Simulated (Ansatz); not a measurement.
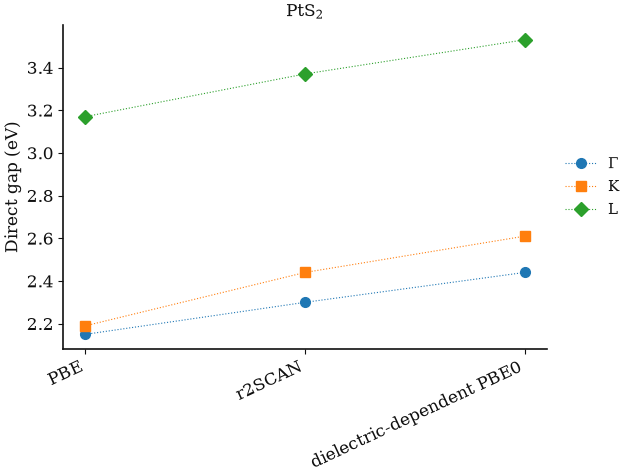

Direct gap at each named k point, by several methods on one cell of CdI2-type PtS₂, space group P-3m1 (No. 164), 3 atoms in the cell, relaxed with r2SCAN+rVV10; a = 3.553 Å, c = 5.123 Å (hexagonal axes). All runs are without spin-orbit coupling and carry no moments. The cell is at 4 GPa in PBE. The smallest gap is indirect or lies off these points.

| method | program | Γ (eV) | K (eV) | L (eV) |
| --- | --- | --- | --- | --- |
| PBE | Ansatz | 2.15 | 2.19 | 3.17 |
| r2SCAN | Ansatz | 2.30 | 2.44 | 3.37 |
| dielectric-dependent PBE0 | Ansatz | 2.44 | 2.61 | 3.53 |

What does HSE06 give? It was run as: HSE06, Ansatz PAW set, 6×6×4 k mesh, 420 eV cutoff, fixed occupations (Ansatz 0.2.0).

Answer. Exact exchange opens the gap over the semilocal values shown, the highest of which is 2.30 eV (r2SCAN) at Γ. HSE06 gives 2.77 eV at Γ, 3.31 eV at K and 4.03 eV at L, which is +0.62 eV from PBE at Γ.

Does HSE06 open these direct gaps by one amount over PBE?

Answer. The shifts are +0.62 eV at Γ, +1.12 eV at K and +0.86 eV at L, and at points that aren't plotted +1.02 eV (A), +1.17 eV (M) and +1.39 eV (H): over the named points that both runs hold, a spread of 0.77 eV on a mean of 1.03 eV, so one shift doesn't describe them.

How do the methods rank at Γ?

Answer. From low to high: PBE 2.15, r2SCAN 2.30, dielectric-dependent PBE0 2.44, HSE06 2.77 eV.

Settings. PBE: Ansatz PAW set, 12×12×6 k mesh, 420 eV cutoff, Fermi-Dirac smearing of 0.02 eV (Ansatz 0.2.0). r2SCAN: Ansatz PAW set, 12×12×6 k mesh, 500 eV cutoff, fixed occupations (Ansatz 0.2.0). dielectric-dependent PBE0: Ansatz PAW set, 6×6×4 k mesh, 420 eV cutoff, fixed occupations (Ansatz).

These are four of the 7 methods that were run on this cell. Spin-orbit coupling is left out, which matters for Pt. r2SCAN, dielectric-dependent PBE0 and HSE06: the PAW data sets were made with another functional. LDA, GGA and most meta-GGA functionals understate gaps. dielectric-dependent PBE0 and HSE06: the k mesh is thin for exact exchange. Over all k points computed the smallest gap is 0.71 eV in PBE, 0.79 eV in r2SCAN, 0.91 eV in dielectric-dependent PBE0 and 1.21 eV in HSE06.
